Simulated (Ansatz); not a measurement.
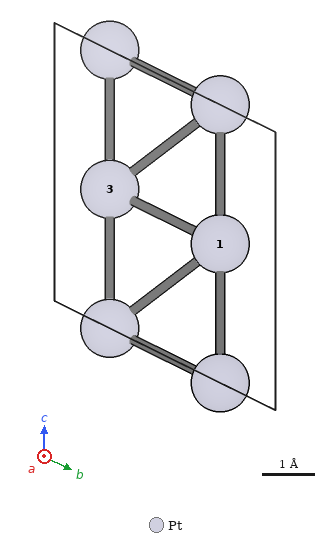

Figure 1. The input geometry (ball-and-stick view of the cell of the calculation, along the a axis; atoms are numbered from 1 in the order of the input). An atom can appear more than once, as a periodic image.

Single-point calculation of Pt

- system: Pt (I4/mmm, 4 atoms in the cell)
- method: DFT PBE, scalar-relativistic, plane waves, PAW, no spin polarisation (Ansatz 0.2.0)

The structure was made by a generator, so it may or may not be a known phase. Figures and captions count atoms from 1; the log counts them from 0 in places.

The program's output:
```
Engine: ansatz 0.2.0, x86_64-unknown-linux-gnu
Pseudopotentials: kind: paw
Pseudopotential: Pt, paw, valence charge 18, recommended cutoff 420 eV (normal), Pt.paw.azcp
Functional definition: PBE
  parameter kappa = 0.804
  parameter beta = 0.06672455060314922
  exchange = pbe_x(kappa = kappa, mu = beta*pi^2/3)
  correlation = pbe_c(beta = beta)
Crystal: 4 atoms, lattice volume = 63.283 Å³
Basis set: ecut = 420 eV, 1253 PW (Γ), exchange–correlation on 40×64×80 points (8 copies of the dense FFT grid, shifted against one another)
Bands: 44, of which v1, the nominal top of the filled ones, is band 36 counted from 1 (35 counted from 0)
Symmetry: 16 space group operations
Space group: I4/mmm (ITA 139), of the structure as read, at distance tolerance 4.0e-5 Å
k-points: 150 of 512
Non-local potential: Pt, projectors of the file, l = 0: 3, l = 1: 2, l = 2: 2, l = 3: 1
PAW form: soft (Blöchl's): semilocal exchange-correlation on the pseudo side does not see the compensation charge
PAW one-centre angular grid: Pt, 590 points (default); XC on 64 Gauss nodes
Initial density: superposition of atomic densities (neutral atoms: chi_scale 0, normalization atom), corrected by the library's trained network
Initial wavefunctions: pseudopotential atomic-orbital guess
Functional: x = pbe(κ = 0.804, μ = 0.2195149727645171), c = pbe(β = 0.06672455060314922)
SCF iter   1: F=—  HF=-50092.030573 eV  |F-HF|=—  |Δ(HF+E_count)|=         —  Δρ=3.82e-3  dr2=2.42e-3  ethr=1.77e-3  ⟨swp⟩=5.3  Hψ=22082  notcnv=0  defer=6
preconditioner: auto → Kerker (q_TF=auto, 2.788 Å⁻¹)  [metal: Δε(μ)=0.014 eV  Ē_g=8.922 eV  σ=0.200 eV  W_gap=0.04  n_scr=22 (ndim 8)  ℏωp=29.5 eV  f_vac=0.000  D(μ)=5.59/eV (n_scr^D=72)]
SCF iter   2: F=—  HF=-50092.033764 eV  |F-HF|=—  |Δ(HF+E_count)|=   3.19e-3  Δρ=1.99e-3  dr2=6.48e-4  ethr=3.36e-6  ⟨swp⟩=2.8  Hψ=14510  notcnv=0  defer=6
SCF iter   3: F=—  HF=-50092.034350 eV  |F-HF|=—  |Δ(HF+E_count)|=   5.86e-4  Δρ=2.33e-4  dr2=1.15e-5  ethr=9.00e-7  ⟨swp⟩=2.1  Hψ=9250  notcnv=0  defer=6
SCF iter   4: F=—  HF=-50092.034336 eV  |F-HF|=—  |Δ(HF+E_count)|=   1.41e-5  Δρ=4.12e-5  dr2=7.59e-7  ethr=1.59e-8  ⟨swp⟩=2.3  Hψ=10040  notcnv=0  defer=6
iter 5 did not close the SCF: its close was put off for the readings that it lacked (scf_convergence_deferred on its scf_iter line)
SCF iter   5: F=-50092.034336 eV  HF=-50092.034336 eV  |F-HF|=8.60e-9  |Δ(HF+E_count)|=   1.42e-7  Δρ=1.11e-5  dr2=5.48e-8  ethr=1.05e-9  ⟨swp⟩=2.3  Hψ=8885  notcnv=0  defer=6
SCF iter   6: F=-50092.034336 eV  HF=-50092.034336 eV  |F-HF|=2.76e-10  |Δ(HF+E_count)|=   1.16e-8  Δρ=2.74e-6  dr2=3.09e-9  ethr=7.61e-11  ⟨swp⟩=5.2  Hψ=23557  notcnv=0
SCF 1 converged in 6 iterations: F = -50092.034336 eV  dr2 = 3.09e-9
  greatest PAW one-centre occupation: 1.000 electrons in one spin orbital (limit 2), on the Pt atom at site 3 (counted from 0), in its partial waves of l = 0
```

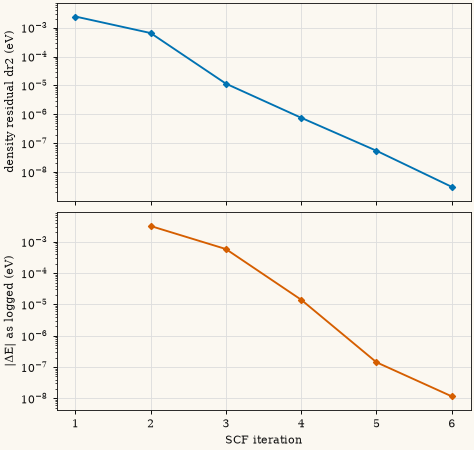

Figure 2. Convergence of the self-consistent field: density residual dr2 and size of the energy change against the SCF iteration. The residual falls at every step.

```
SCF converged after 6 iterations
Free energy (F): -50092.034336 eV
Harris-Foulkes:  -50092.034336 eV  (|F-HF|=2.76e-10)
Internal energy: -50091.922315 eV  (E = F + TS)
E sigma→0 (E₀):  -50091.978326 eV
Entropy (-TS):   -0.112020 eV (-28.005 meV/atom)
Fermi energy:    21.891291 eV
--- Per-component energies (eV) ---
  E_band       = -605.360732
  E_kinetic    = 2548.444048
  E_local      = -6138.050477  (includes V_loc(G=0)·N_el)
  E_nonlocal   = 798.799173
  E_hartree    = 2274.893547
  E_xc         = -1046.586324
  E_vxc        = -1210.622201  (∫ρ·V_xc dr)
  E_paw        = -37815.700701  (= ΣΔE_a)
  E_vpaw       = -1153.717266  (= ΣTr[D̂ρ^β])
  E_aug_tail   = 0.000802  (compensation charges beyond the density's cutoff)
  E_ewald      = -10713.722383
  E_smearing   = -0.112020  (= −TS)
  E_closure    = 0.000000  (closes the sum)
  Σ components = -50092.034336   (vs F -50092.034336, Δ=0.00e0)
--- Forces (eV/Å), atoms counted from 1 ---
  atom   1  Pt     0.00000000     0.00000000     0.00000000
  atom   2  Pt     0.00000000     0.00000000     0.00000000
  atom   3  Pt     0.00000000     0.00000000     0.00000000
  atom   4  Pt     0.00000000     0.00000000     0.00000000
  max |Σ_I F_I| component: 4.04e-27 eV/Å
--- Stress (GPa, compression-positive) ---
        0.526014      -0.602056       0.638774
       -0.602056       0.526014      -0.638774
        0.638775      -0.638775       0.335819
  P = ⅓ Tr σ = 0.4626 GPa (4.626 kbar)
--- Band table (eV; the first three rows and the last of 150) ---
  k-point 0: bands = ["-76.4361", "-76.4125", "-76.3992", "-76.3992", "-30.9620", "-30.9620", "-30.8008", "-30.6006", "-30.5411", "-30.5411", "-30.5157", "-30.4878", "-30.4878", "-30.4115", "-30.4009", "-30.3746", "12.2387", "14.8472", "15.2476", "15.2476", "16.3331", "16.3331", "17.2178", "18.4741", "18.7402", "18.8374", "19.2451", "19.2536", "20.3837", "20.3837", "20.4263", "21.1812", "21.5450", "22.2966", "22.2966", "22.4702", "22.4702", "22.4915", "22.7019", "22.7019", "26.8269", "28.9956", "28.9956", "34.4310"]
  k-point 1: bands = ["-76.4352", "-76.4134", "-76.3992", "-76.3992", "-30.9575", "-30.9575", "-30.7863", "-30.5974", "-30.5427", "-30.5427", "-30.5189", "-30.4909", "-30.4909", "-30.4267", "-30.3999", "-30.3756", "12.3729", "14.8288", "15.3399", "15.3399", "16.3856", "16.3856", "17.2542", "18.5016", "18.6955", "18.7855", "19.2215", "19.3440", "20.2735", "20.2735", "20.4627", "20.6251", "21.4607", "21.4607", "21.4948", "22.3315", "22.3562", "22.3562", "23.5776", "23.5776", "27.5997", "29.1188", "29.1188", "34.4714"]
  k-point 2: bands = ["-76.4327", "-76.4160", "-76.3992", "-76.3992", "-30.9465", "-30.9465", "-30.7449", "-30.5883", "-30.5474", "-30.5474", "-30.5282", "-30.4978", "-30.4978", "-30.4696", "-30.3971", "-30.3785", "12.7576", "14.7362", "15.5756", "15.5756", "16.5556", "16.5556", "17.3619", "18.5664", "18.5811", "18.6603", "19.1313", "19.5615", "19.6335", "19.8329", "19.8329", "20.5686", "20.6143", "20.6143", "21.3557", "21.8988", "22.3518", "22.3518", "24.3556", "24.3556", "29.3447", "29.4847", "29.4847", "34.2234"]
  k-point 149: bands = ["-76.4016", "-76.4016", "-76.3993", "-76.3993", "-30.9224", "-30.9224", "-30.7580", "-30.7580", "-30.6451", "-30.6451", "-30.5617", "-30.5617", "-30.5572", "-30.5572", "-30.5129", "-30.5129", "15.7100", "15.7100", "15.9075", "15.9075", "17.0720", "17.0720", "17.1335", "17.1335", "18.5625", "18.5625", "19.2445", "19.2445", "20.0097", "20.0097", "20.1632", "20.1632", "22.3105", "22.3105", "22.3500", "22.3500", "24.9877", "24.9877", "25.2443", "25.2443", "26.8384", "26.8384", "30.2941", "30.2941"]
```

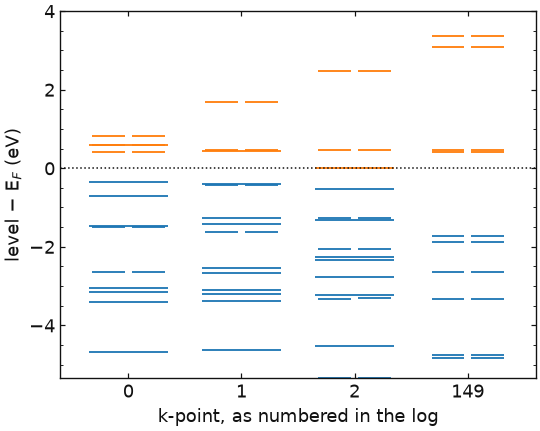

Figure 3. Kohn–Sham levels near the Fermi level (dotted) at the few k-points that the log prints; levels within 0.02 eV of each other stand side by side. The system is metallic on the full mesh.

The run was set up as follows.

The input:
```yaml
crystal:
  lattice:
    - [-1.7006000316, 1.7006000316, -1.3676190837]
    - [1.7006000316, -1.7006000316, -4.102857251]
    - [-3.4012000632, -3.4012000632, 2.7352381674]
  atoms:
    - { symbol: Pt, position: [0.75, 0.75, 0.5] }
    - { symbol: Pt, position: [0.75, 0.75, 1.0] }
    - { symbol: Pt, position: [0.25, 0.25, 0.5] }
    - { symbol: Pt, position: [0.25, 0.25, 0.0] }
basis:
  ecutwfc: 420
kpoints:
  mp_grid: { grid: [8, 8, 8] }
hamiltonian:
  xc: pbe
scf:
  occupations: { method: gaussian, width: 0.2 }
  lower_state_search: "off"
output:
  forces: true
  stress: true
  eigenvalues: true
```

Command:
```bash
ansatz run input.yaml --threads 1 --pin off --max-ram 2560MiB --backend cpu --events-out ev --progress --plain --runs-dir out
```

Summary:

```tsv
quantity	value
outcome	converged
space group (tolerance 0.01 Å)	I4/mmm (139)
electrons treated	72
free energy	−50092.0343 eV
Fermi energy	21.891 eV
gap on the k-point mesh	none (metallic)
pressure	0.46 GPa
largest force (length of the vector)	under 0.001 eV/Å
hardware	1 thread of Intel Xeon @ 2.50GHz (Skylake/Cascade Lake), 189 GiB of memory available, shared host
wall time	33 s
peak memory	0.55 GiB
```

Notes:

Spin–orbit coupling is left out, which matters for Pt.
